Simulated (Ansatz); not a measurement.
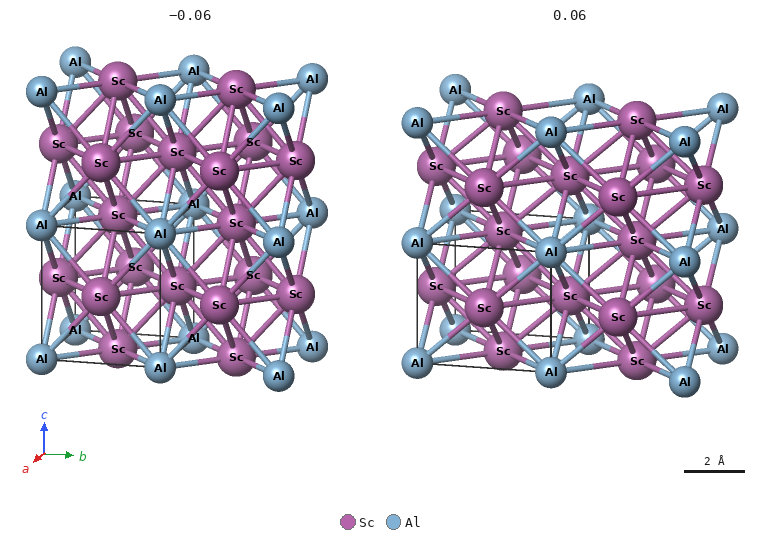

Solid Sc$_{3}$Al (set up in Pm-3m), under biaxial strain in the a–b plane (c relaxed, atoms fixed by symmetry), with energies (extrapolated to zero smearing) counted from the relaxed crystal, which is the row at zero. The picture shows the first and the last member. Style: ball-and-stick. Shown: the cell of the calculation, repeated 1 × 2 × 2 with one cell outlined, slightly off an axis.

Computed with Ansatz 0.2.0: DFT r2SCAN, scalar-relativistic, plane waves, PAW. Settings: plane-wave cutoff 500 eV; k-point mesh 12 × 12 × 12; occupations gaussian; smearing width 0.1 eV; no spin polarisation; force threshold 0.008 eV/Å.

```json
{"strain": "−0.06", "energy (meV/atom)": "63.04", "a (Å)": "4.161", "c (Å)": "4.666"}
{"strain": "−0.04", "energy (meV/atom)": "26.92", "a (Å)": "4.250", "c (Å)": "4.584"}
{"strain": "−0.02", "energy (meV/atom)": "6.43", "a (Å)": "4.338", "c (Å)": "4.502"}
{"strain": "0.0", "energy (meV/atom)": "0.00", "a (Å)": "4.427", "c (Å)": "4.427"}
{"strain": "0.02", "energy (meV/atom)": "?", "a (Å)": "?", "c (Å)": "?"}
{"strain": "0.04", "energy (meV/atom)": "22.89", "a (Å)": "4.604", "c (Å)": "4.275"}
{"strain": "0.06", "energy (meV/atom)": "47.62", "a (Å)": "4.693", "c (Å)": "4.187"}
```

**One row is withheld. What does the calculation give there?**

A parabola through three neighbouring rows (0.0, 0.04, 0.06) gives, with Lagrange weights, (0.3333)(0.00) + (1.0000)(22.89) + (−0.3333)(47.62) = 7.02 meV/atom. The calculation gives 6.21 meV/atom (a = 4.515 Å, c = 4.353 Å). The estimate is 0.81 meV/atom too high. From the first member to the last: Al–Sc 2.942 → 3.318 Å, Sc–Sc 2.942 → 3.318 Å, Al–Sc 3.126 → 3.144 Å.

The whole series:

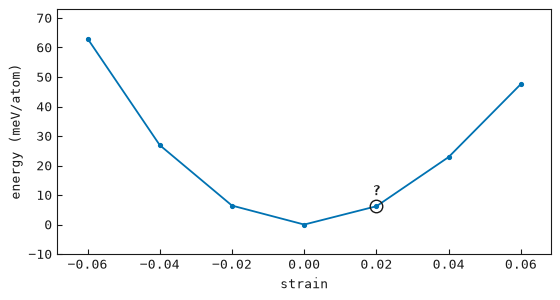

Each member starts from this one structure; whether another phase lies lower wasn't checked.
